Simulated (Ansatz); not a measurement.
## Ta: 5 runs along one coordinate

System: Ta (2 atoms in the cell).
Method: DFT, LDA (PW92), plane waves (420 eV) with PAW, scalar-relativistic, no spin polarisation (Ansatz 0.2.0).

The 5 runs differ only in the geometry, by an even scaling of the cell at fixed fractional positions.

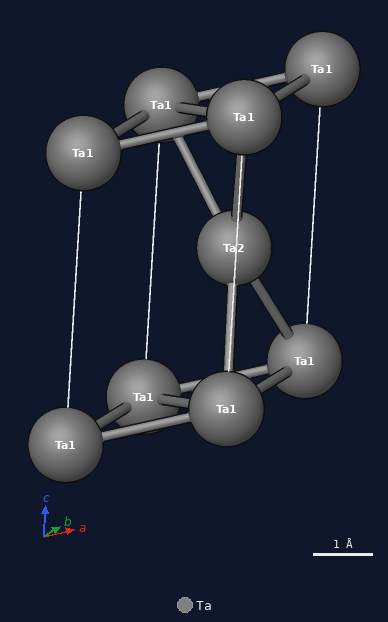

Figure 1. The structure of run 3 (ball-and-stick view of the reduced cell, seen slightly off an axis; atoms are numbered from 1 in the order of the input).

**Input of run 3**
```yaml
crystal:
  lattice:
    - [-3.4857007521, 3.4875292408, 1.4175551872]
    - [3.4875292408, -3.4857007521, 1.4175551872]
    - [1.8466100789, 1.8466100789, -1.4142063069]
  atoms:
    - { symbol: Ta, position: [0.9999894505, 1.05495e-05, 1.0] }
    - { symbol: Ta, position: [0.7500105495, 0.2499894505, 0.5] }
hamiltonian:
  xc: lda
  pseudopotentials:
    kind: paw
    azcp:
      Ta: "pseudopotentials/Ta.paw.azcp"
basis:
  ecutwfc: 420
  fft_grid_basis: typed
kpoints:
  mp_grid: { grid: [15, 15, 14], shift: [0, 0, 0] }
magnetization:
  spin_polarized: false
scf:
  occupations: { method: fermi_dirac, width: 0.1 }
  lower_state_search: "off"
output:
  stress: true
```

Command:
```bash
ansatz run input.yaml --threads 2 --pin off --max-ram 5120MiB --backend cpu --events-out ev --progress --plain --runs-dir out
```

Lattice vectors (Å) and fractional positions of run 3:
```
  -3.485701    3.487529    1.417555
   3.487529   -3.485701    1.417555
   1.846610    1.846610   -1.414206
Ta  0.999989  0.000011  1.000000
Ta  0.750011  0.249989  0.500000
```

Run 2 differs from it as follows:
```diff
-    - [-3.4857007521, 3.4875292408, 1.4175551872]
-    - [3.4875292408, -3.4857007521, 1.4175551872]
-    - [1.8466100789, 1.8466100789, -1.4142063069]
+    - [-3.3939288329, 3.3957091809, 1.3802336357]
+    - [3.3957091809, -3.3939288329, 1.3802336357]
+    - [1.7979923222, 1.7979923222, -1.3769729251]
```

**Results, with one run withheld**

| run | volume per atom (Å³) | free energy per atom, from the lowest run given (meV) | pressure (GPa) |
| --- | --- | --- | --- |
| 1 | 16.155 | 66.26 | 20.48 |
| 2 | 16.858 | ? | ? |
| 3 | 18.263 | 0.00 | −7.71 |
| 4 | 18.965 | 48.11 | −14.04 |
| 5 | 19.667 | 121.48 | −19.26 |

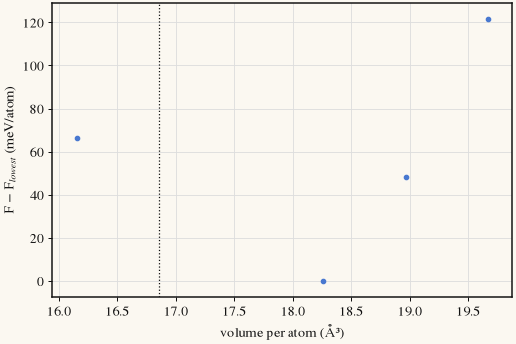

Figure 2. Free energy per atom of the runs given; the dotted line marks run 2.

What should run 2 give?

A quadratic polynomial in V^(−2/3) (the Birch–Murnaghan form), fitted to the 4 runs given, misses them by at most 0.10 meV per atom. With x = V^(−2/3) − 0.14464 Å⁻², it reads F = −3.9287 − 8164.3 x + 1.1901e+06 x² (meV per atom). At run 2 it gives 1.40 meV per atom, and the run itself gives 1.93. The slope of the fit gives a pressure −dF/dV of 9.24 GPa there, and the run prints 9.23 GPa. The fit has its minimum at 17.551 Å³ per atom, where V d²F/dV² gives 212 GPa. Cell shape and fractional positions are held, so this is the stiffness under even scaling; the relaxed bulk modulus wasn't computed. So low a polynomial doesn't follow these energies more closely.

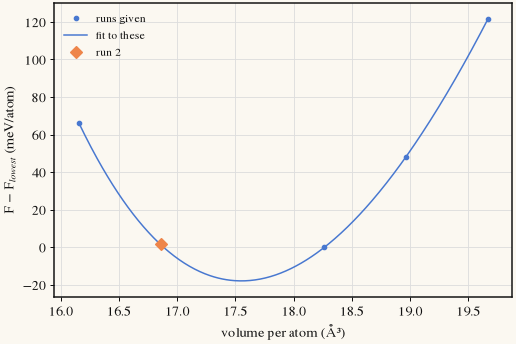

Figure 3. The fit and the withheld run.

**Output, shortened to warnings, some set-up lines, iterations and results (run 2)**
```
Warning: [file] the record states the generating functional pbe (its physics header spells it `PBE`), which answers neither for hamiltonian.xc's functional nor for the lda family's — results may be inconsistent (PPs are generated against a specific XC)
Basis set: ecut = 420 eV, 653 PW (Γ)
Symmetry: 4 space group operations
k-points: 848 of 3150
Initial density: superposition of atomic densities (neutral atoms: chi_scale 0, normalization atom), corrected by the library's trained network
[...]
SCF iter   1: F=—  HF=-19364.921961 eV  |F-HF|=—  |Δ(HF+E_count)|=         —  Δρ=9.05e-3  dr2=2.03e-2  ethr=1.77e-3  ⟨swp⟩=5.3  Hψ=64472  notcnv=0
SCF iter   2: F=—  HF=-19364.917561 eV  |F-HF|=—  |Δ(HF+E_count)|=   4.40e-3  Δρ=5.49e-3  dr2=8.22e-3  ethr=7.81e-5  ⟨swp⟩=1.1  Hψ=21534  notcnv=0
SCF iter   3: F=—  HF=-19364.914779 eV  |F-HF|=—  |Δ(HF+E_count)|=   2.78e-3  Δρ=4.94e-4  dr2=3.37e-5  ethr=3.16e-5  ⟨swp⟩=2.0  Hψ=18740  notcnv=0
SCF iter   4: F=—  HF=-19364.914762 eV  |F-HF|=—  |Δ(HF+E_count)|=   1.66e-5  Δρ=1.18e-4  dr2=2.44e-6  ethr=1.30e-7  ⟨swp⟩=2.0  Hψ=25938  notcnv=0
SCF iter   5: F=—  HF=-19364.914762 eV  |F-HF|=—  |Δ(HF+E_count)|=   1.39e-7  Δρ=4.46e-5  dr2=1.72e-6  ethr=9.38e-9  ⟨swp⟩=2.1  Hψ=21148  notcnv=0
SCF iter   6: F=—  HF=-19364.914762 eV  |F-HF|=—  |Δ(HF+E_count)|=   3.57e-7  Δρ=1.57e-5  dr2=1.80e-7  ethr=6.63e-9  ⟨swp⟩=2.0  Hψ=20203  notcnv=0
SCF iter   7: F=-19364.914762 eV  HF=-19364.914762 eV  |F-HF|=1.68e-8  |Δ(HF+E_count)|=   3.63e-8  Δρ=7.10e-6  dr2=2.09e-8  ethr=3.85e-10  ⟨swp⟩=4.0  Hψ=44612  notcnv=0
SCF 1 converged in 7 iterations: F = -19364.914762 eV  dr2 = 2.09e-8
SCF converged after 7 iterations
Free energy (F): -19364.914762 eV
Harris-Foulkes:  -19364.914762 eV  (|F-HF|=1.68e-8)
Internal energy: -19364.850081 eV  (E = F + TS)
E sigma→0 (E₀):  -19364.882421 eV
Entropy (-TS):   -0.064681 eV (-32.340 meV/atom)
Fermi energy:    19.982859 eV
--- Per-component energies (eV) ---
  E_band       = -176.622709
  E_kinetic    = 738.500096
  E_local      = -1038.594455  (includes V_loc(G=0)·N_el)
  E_nonlocal   = 43.124880
  E_hartree    = 364.152125
  E_xc         = -435.650509
  E_vxc        = -410.665562  (∫ρ·V_xc dr)
  E_paw        = -16298.837026  (= ΣΔE_a)
  E_vpaw       = -237.291449  (= ΣTr[D̂ρ^β])
  E_aug_tail   = 0.000292  (compensation charges beyond the density's cutoff)
  E_ewald      = -2738.063290
  E_core_change = 0.517806  (= ΣΔE_core)
  E_smearing   = -0.064681  (= −TS)
  E_closure    = 0.000000  (closes the sum)
  Σ components = -19364.914762   (vs F -19364.914762, Δ=0.00e0)
--- Stress (GPa, compression-positive) ---
        9.503910       0.162138      -0.082150
        0.162138       9.503910      -0.082150
       -0.082150      -0.082150       8.679949
  P = ⅓ Tr σ = 9.2293 GPa (92.293 kbar)
```

The program warns: the PAW datasets were made with another functional. Spin–orbit coupling is left out, which matters for Ta.
